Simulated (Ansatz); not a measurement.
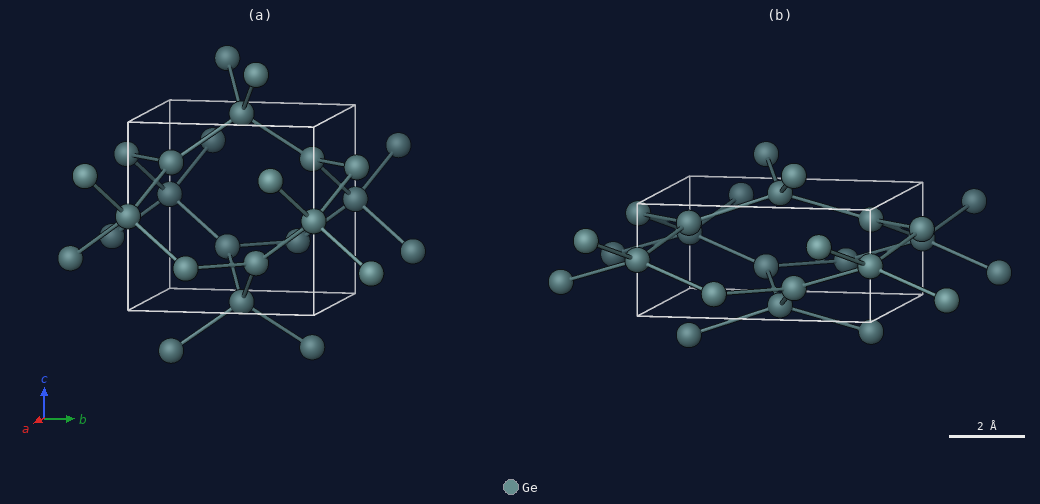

The structure of a crystal of Ge (a generated structure, set up in P-4n2) (coarse preliminary run) before (left) and after (right) a relaxation, at one scale.

Style: ball-and-stick. Shown: the cell of the calculation, slightly off an axis.

All numbers below come from DFT PBE, scalar-relativistic, plane waves, PAW (Ansatz). Settings: plane-wave cutoff 420 eV; k-point mesh 4 × 4 × 4; occupations gaussian; smearing width 0.1 eV; no spin polarisation; cell and atoms relaxed; force threshold 0.04 eV/Å; at most 70 steps.

> What changed between the two?

The largest moves relative to the cell, 0.13 Å, are those of Ge atoms. The volume changes by −6.1 %, with a = b 5.120 → 6.425 Å (+25.5 %), c 5.105 → 3.043 Å (−40.4 %). Among the contacts that change: Ge–Ge 2.243 → 2.549 Å, Ge–Ge 2.319 → 2.595 Å. Bond angles that change, for instance: Ge–Ge–Ge 113.2° → 145.9°, Ge–Ge–Ge 107.6° → 94.9°, Ge–Ge–Ge 145.5° → 134.8°. The space group stays P-4n2 (No. 118). The energy falls by 2.812 eV per cell of the calculation in 13 accepted moves (15 points after the start). The largest force component goes from 1 to 0.0012 eV/Å. Pressure: 15.11 GPa at the start and −0.03 GPa at the end. The SCF was repeated twice at an unchanged geometry on a basis and grid sized afresh for the cell, which shifted the energy by 0.305 eV per cell of the calculation at most. Cost: 3.5 min on 1 thread of Arm Neoverse V1, with other jobs on the host, peak memory 0.38 GiB.
